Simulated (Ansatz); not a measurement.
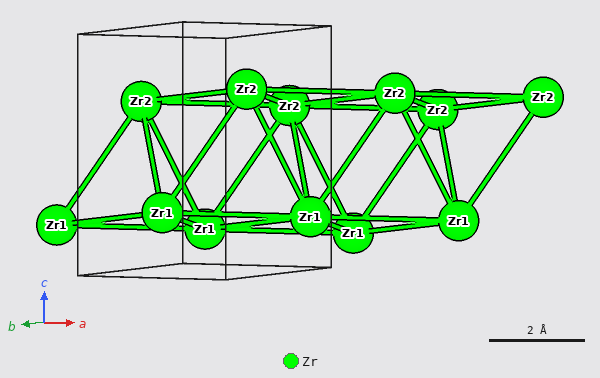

This is a symmetric starting cell of Zr. The picture is a ball-and-stick view of the cell of the calculation, repeated 3 × 2 × 1 with one cell outlined, seen from a free direction.

The calculation used DFT r2SCAN, scalar-relativistic, plane waves, PAW in Ansatz. (plane-wave cutoff 500 eV; k-point mesh 15 × 15 × 8; occupations gaussian; smearing width 0.1 eV; no spin polarisation)

The variant: All lengths are scaled by −2.9 % (volume −8.3 %), the atoms keeping their fractional coordinates. No relaxation follows. The starting cell wasn't computed here and needn't be at equilibrium, so pressure and forces aren't due to the change alone.

**What does the calculation give for the changed structure?**

Some distances before and after: Zr–Zr 3.232 → 3.139 Å, Zr–Zr 3.179 → 3.088 Å. The space group stays P6_3/mmc (No. 194). The pressure is 10.7 GPa (not all of it need come from the change, since the unchanged cell can be under pressure at this level too). The principal stresses (compression positive) are 11.0 GPa along c and 10.5 GPa across it. All forces vanish by symmetry.

Drawn alike, the variant:

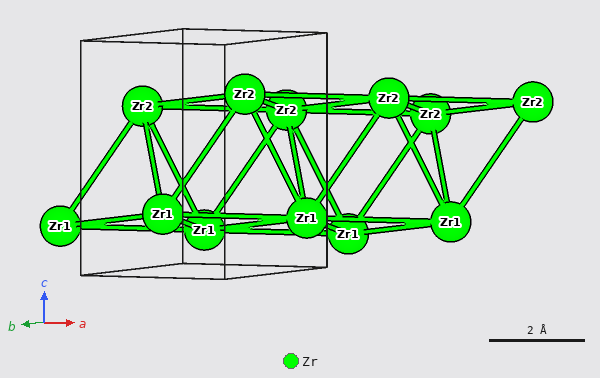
